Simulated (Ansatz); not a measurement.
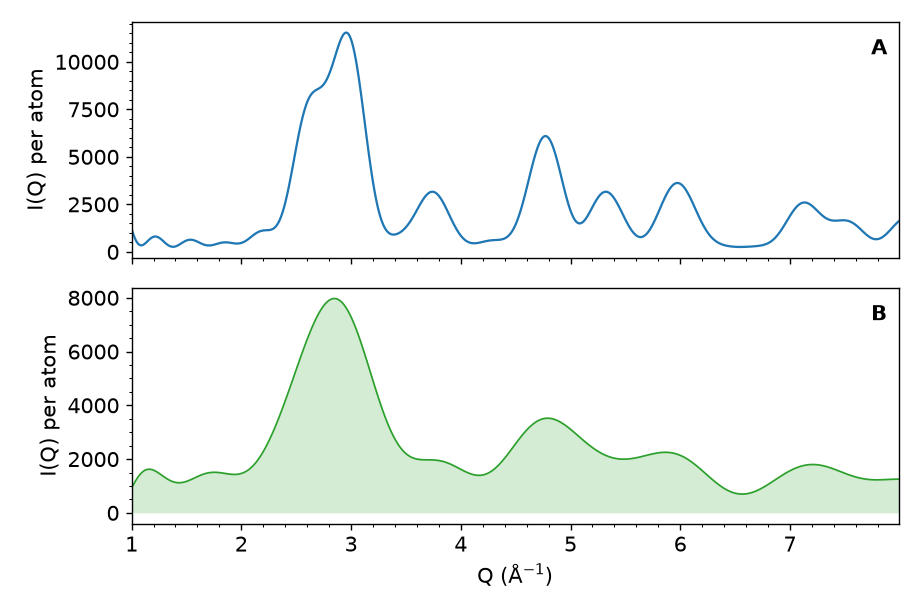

X-ray scattering of spheres cut from the crystal structure of Pt (I4/mmm, a = 3.354 Å, b = 3.354 Å, c = 2.702 Å, α = 90.00°, β = 90.00°, γ = 90.00°), calculated atom by atom with the Debye equation (B = 0.5 Å², no relaxation of the surface). It is based on the end point of a relaxation with DFT PBEsol, scalar-relativistic, plane waves, PAW in Ansatz 0.2.0; the starting structure was generated, so it need not be a known form of this composition.

> The spheres are 10 and 20 Å across. Which curve is which?

curve A: 20 Å (287 atoms); curve B: 10 Å (35 atoms). Peak widths go roughly as 2π/D, so the largest sphere has the sharpest peaks.

> Index the main peaks of the largest sphere.

Q ≈ 2.96 Å⁻¹: 101; Q ≈ 3.74 Å⁻¹: 200; Q ≈ 4.77 Å⁻¹: 211; Q ≈ 5.32 Å⁻¹: 220 + 112; Q ≈ 5.97 Å⁻¹: 310 + 202 + 301; Q ≈ 7.13 Å⁻¹: 222 + 321 + 103.
